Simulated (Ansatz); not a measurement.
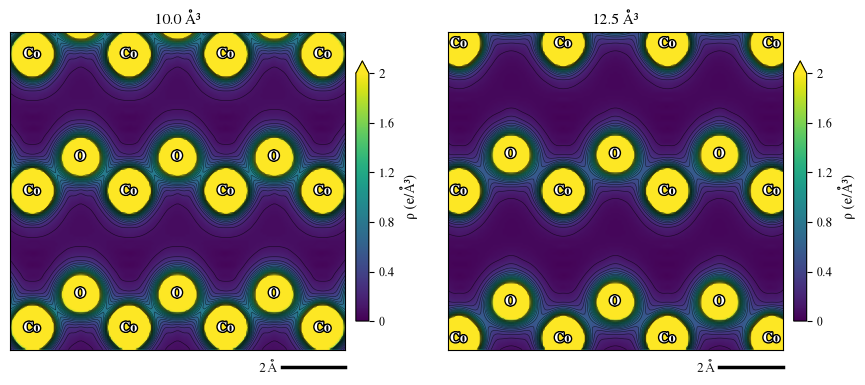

CoO. The valence charge density (pseudo) of cells scaled evenly to different volumes (given per atom above each panel), on the (001) plane of each (indices in the axes of the cell below), at one length scale and on one colour scale.

Started from the zinc blende prototype, which need not be the ambient phase; Hubbard U of 3.32 eV on Co d only; the program warned that a lower state may break the symmetry; spin-polarised.

The calculation used DFT PBE+U, scalar-relativistic, plane waves, PAW in Ansatz.

Core electrons are frozen (PAW), and the valence fields are smoothed inside the atomic spheres.

The largest cell:

```xyz
4
Lattice="0.0000 2.3193 2.3193 4.6385 0.0000 0.0000 0.0000 2.3193 -2.3193" Properties=species:S:1:pos:R:3 pbc="T T T"
Co    0.0000    0.0000    0.0000
O     1.1596    1.1596    1.1596
Co    2.3193    2.3193    0.0000
O     3.4789    1.1596   -1.1596
```

| volume (Å³/atom) | Co–O contact in the plane (Å) | ρ at its midpoint (e/Å³) | pressure (GPa) | gap on the mesh (eV) | largest moment (μB) | 
| --- | --- | --- | --- | --- | --- |
| 9.98 | 1.865 | 0.802 | 39.6 | 1.03 | 2.21 | 
| 10.73 | 1.910 | ? | ? | ? | ? | 
| 12.48 | 2.009 | 0.563 | −2.5 | 1.04 | 2.42 | 

**What values belong in the row with question marks?**

Over the known rows ln ρ falls by 2.46 per Å of Co–O distance (the line through the two), which gives 0.718 e/Å³ at 1.910 Å; the calculation gives 0.714 e/Å³. For the pressure, a straight line in volume between the neighbouring rows gives 27.0 GPa; the calculation gives 21.9, lower because pressure rises ever faster on compression. For the gap on the mesh, a straight line in volume between the neighbouring rows gives 1.03 eV; the calculation gives 1.04. For the largest moment, a straight line in volume between the neighbouring rows gives 2.27 μB; the calculation gives 2.29.
